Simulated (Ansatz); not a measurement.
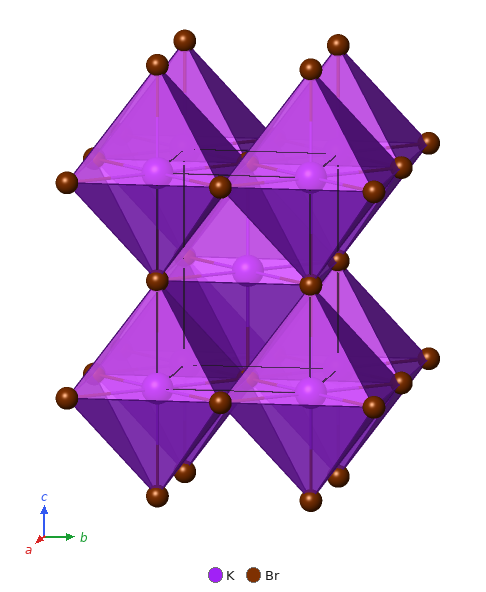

Shown here is a polyhedral view of the crystal, taken slightly off an axis. One conventional unit cell is framed, with atoms on its boundary repeated. A few atoms beyond the faces are included.

KBr, space group Immm (No. 71), a = 4.619 Å, b = 4.721 Å, c = 6.604 Å, α = 90.00°, β = 90.00°, γ = 90.00°. The structure was taken from a structure type filled with these elements by a generator (whether the compound takes this form wasn't checked). The cell was then strained or its atoms displaced on purpose. An electronic-structure calculation with Ansatz was run on it.

This one geometry was computed with Ansatz (DFT, plane waves, PAW) at three levels of theory: PBE, HSE06 and r2SCAN. It was relaxed with r2SCAN and then strained.

**How does the band gap change with the level of theory?**

PBE: a gap of 4.40 eV, direct; r2SCAN: a gap of 5.04 eV, direct; HSE06: a gap of 5.57 eV, direct.

**Collect the results in a table.**

| level | cutoff (eV) | k-mesh of the run's cell | gap (eV) | pressure (GPa) |
| --- | --- | --- | --- | --- |
| PBE | 420 | 6×6×6 | 4.40 | 0.7 |
| HSE06 | 420 | 4×4×4 | 5.57 | 0.4 |
| r2SCAN | 500 | 6×6×6 | 5.04 | 0.0 |

Gaps are taken on the k-mesh or band path of each run.
